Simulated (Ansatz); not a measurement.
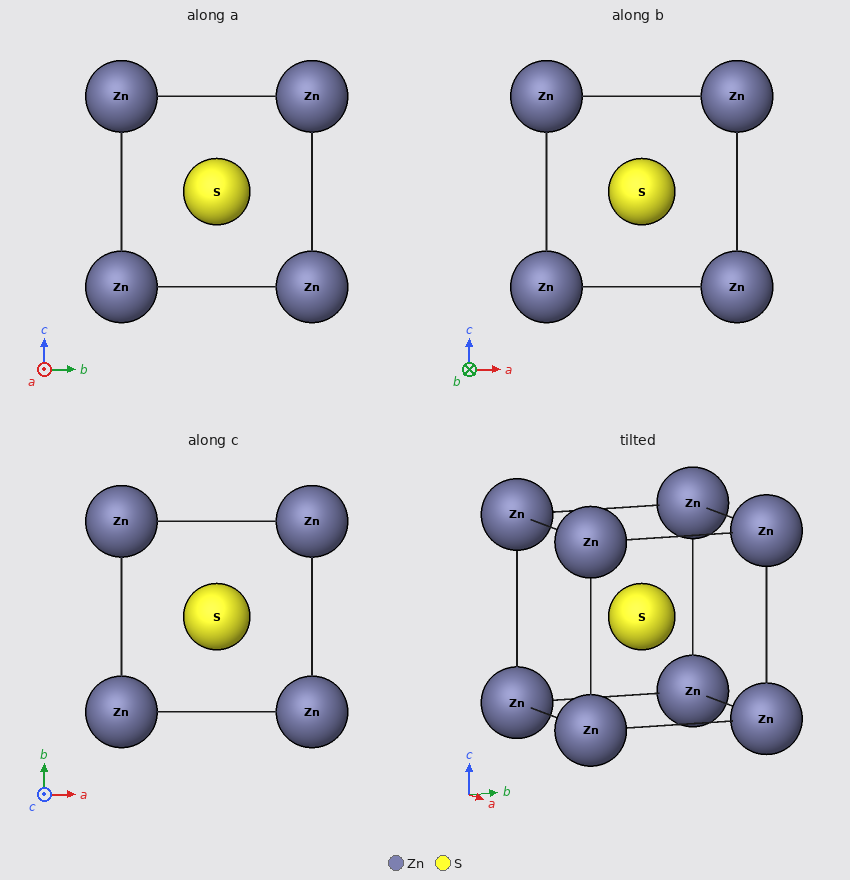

This spheres-only model is shown along the a axis, along the b axis, along the c axis and slightly off an axis. One conventional unit cell is framed, with atoms on its boundary repeated.

Lattice parameters: a = 3.179 Å, b = 3.179 Å, c = 3.179 Å, α = 90.00°, β = 90.00°, γ = 90.00°. Put a along x and b in the xy plane.

> Transcribe the picture into a POSCAR file.

```
Zn S
1.0
     3.179    0.000    0.000
     0.000    3.179    0.000
     0.000    0.000    3.179
Zn S
1 1
Direct
  0.0000 0.0000 0.0000
  0.5000 0.5000 0.5000
```

Origin of the cell: a structure type filled with these elements by a generator (whether the compound takes this form wasn't checked). Earlier steps of the study may have refined or changed the cell and positions. It was the input of a calculation with Ansatz.
